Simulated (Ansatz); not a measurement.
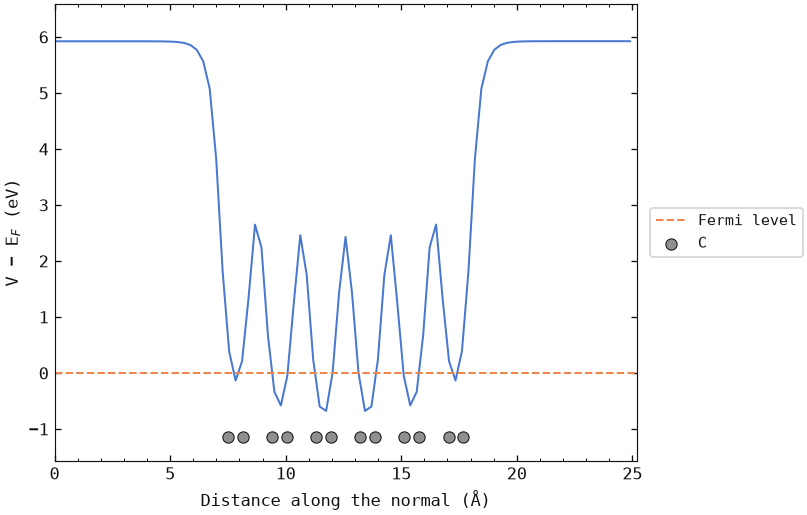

Plane-averaged electrostatic potential energy of an electron across the slab; circles at the bottom mark the heights of the atoms.

Calculation on a (102) slab cut from C (P6/mmm), unrelaxed, 12 atoms in the cell.

Computed with Ansatz: DFT PBE, scalar-relativistic, plane waves, PAW, no spin polarisation, 14×4×1 k mesh, 420 eV cutoff, Gaussian smearing of 0.1 eV.

Question: Read off the work function of each face.

Answer: The work function is 5.92 eV, the same on both faces. The two vacuum levels agree, so the slab has no net dipole along its normal.

Question: How thick are slab and vacuum?

Answer: The outermost atoms are 10.2 Å apart, which leaves 15.0 Å of vacuum in a cell 25.2 Å high.

The atoms aren't at rest in this cell (largest force 2.6 eV/Å), so the relaxed material can differ.
